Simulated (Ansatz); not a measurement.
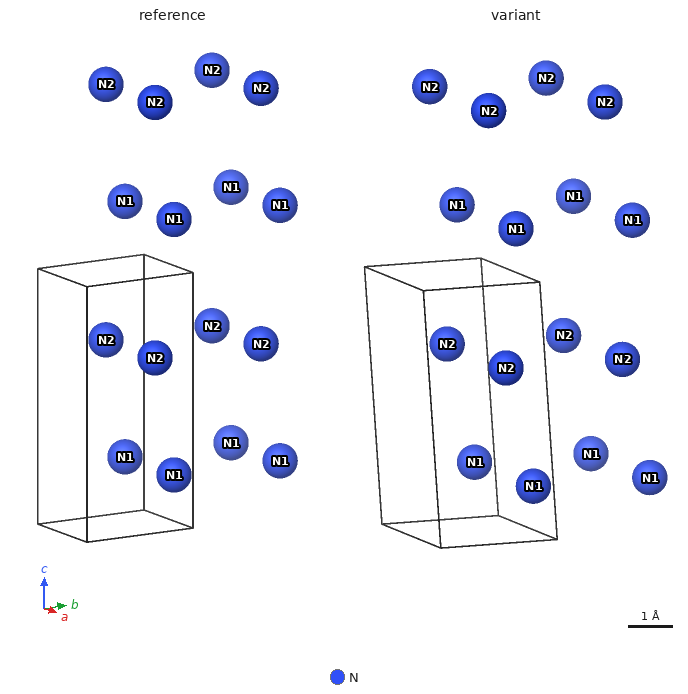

Left: a symmetric starting cell of N. Right: the same structure after one change, at the same scale. Style: ball-and-stick. Shown: the cell of the calculation, repeated 2 × 2 × 2 with one cell outlined, slightly off an axis.

Level of theory: Ansatz 0.2.0, DFT PBEsol, scalar-relativistic, plane waves, PAW. Set-up: plane-wave cutoff 420 eV; k-point mesh 10 × 10 × 6; occupations gaussian; smearing width 0.1 eV; no spin polarisation.

Question: What was changed?

Answer: The cell is strained by +16.1 % along [3 3 −1], +0.9 % along [1 −1 0], −2.5 % along [2 2 3] (volume +14.2 %) and atoms are displaced by 0.03 Å relative to the cell: N1 0.03 Å along [1 −1 0]. No relaxation follows. The starting cell wasn't computed here and needn't be at equilibrium, so pressure and forces aren't due to the change alone.

Question: What does the change do?

Answer: The space group (tolerance 0.01 Å) goes from P6_3/mmc (No. 194) to C2/c (No. 15). The pressure is −5.8 GPa (not all of it need come from the change, since the unchanged cell can be under pressure at this level too). The principal stresses (compression positive) are −4.1 GPa roughly along [3 3 −1], −6.2 GPa along [1 −1 0], −7.0 GPa along [1 1 2]. The largest forces, 0.093 eV/Å, act on N1 and N2; on N1 it points along [1 −1 0]. The forces point along the displacements, not back (a soft direction, or forces left over where the reference was relaxed at another level) (cosine 1.00).
